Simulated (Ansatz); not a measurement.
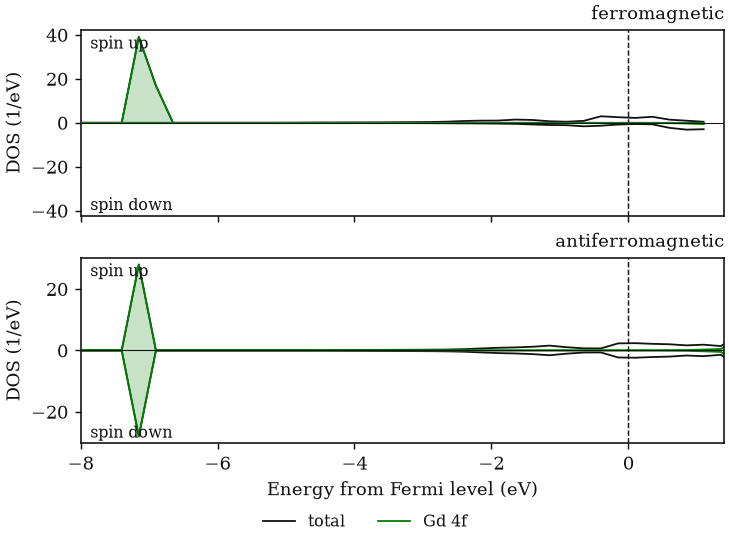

Spin-resolved densities of states of Gd, space group Im-3m (No. 229), 2 atoms in the cell, a database entry, rescaled, in two magnetic states on the same cell (spin down negative; each from its own Fermi level). Method: DFT with PBE, PAW plane waves, Ueff = 3.57 eV on Gd f, spin-polarised, 8×8×4 k mesh, 420 eV cutoff, cold smearing of 0.15 eV (Ansatz 0.2.0).

### How does the magnetic order change the electronic structure?

Ferromagnetic: net moment 15.8 μB, local moments 15.8 μB in all, metal; antiferromagnetic: net moment 0.0 μB, local moments 15.2 μB in all, metal.

### Which of these states is lowest in energy?

The ferromagnetic one; the antiferromagnetic state lies 69 meV an atom higher. Other orders weren't compared here.

Spin-orbit coupling is left out, which matters for Gd.
